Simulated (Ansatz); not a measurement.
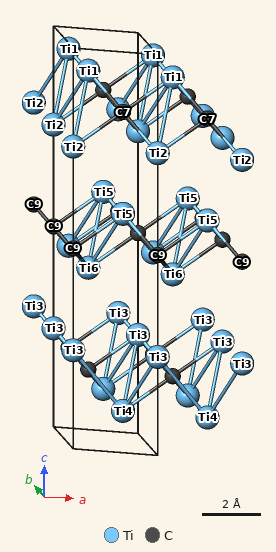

The starting point is a crystal of Ti2C (set up in R-3m). A ball-and-stick model of the cell of the calculation, repeated 2 × 2 × 1 with one cell outlined, seen slightly off an axis.

Level of theory: DFT PBEsol, scalar-relativistic, plane waves, PAW in Ansatz. Settings: plane-wave cutoff 420 eV; k-point mesh 15 × 15 × 4; occupations gaussian; smearing width 0.1 eV; no spin polarisation.

Now this is done to it. Strain along c alone, +1.0 %, is applied. The other axes are held and the atoms relaxed.

Question: Predict the response.

Answer: The energy changes by less than 1 meV per atom. Pressure: 0.0 GPa before, −1.1 GPa after. The principal stresses (compression positive) are −2.2 GPa along c and −0.6 GPa across it. The volume changes by +1.0 %, with a = b unchanged at 3.053 Å, c 14.318 → 14.461 Å (+1.0 %). The largest moves relative to the cell, 0.008 Å, are those of Ti atoms. C stays in place. Near-neighbour distances before and after: Ti–Ti 2.871 → 2.876 Å. The space group stays R-3m (No. 166).
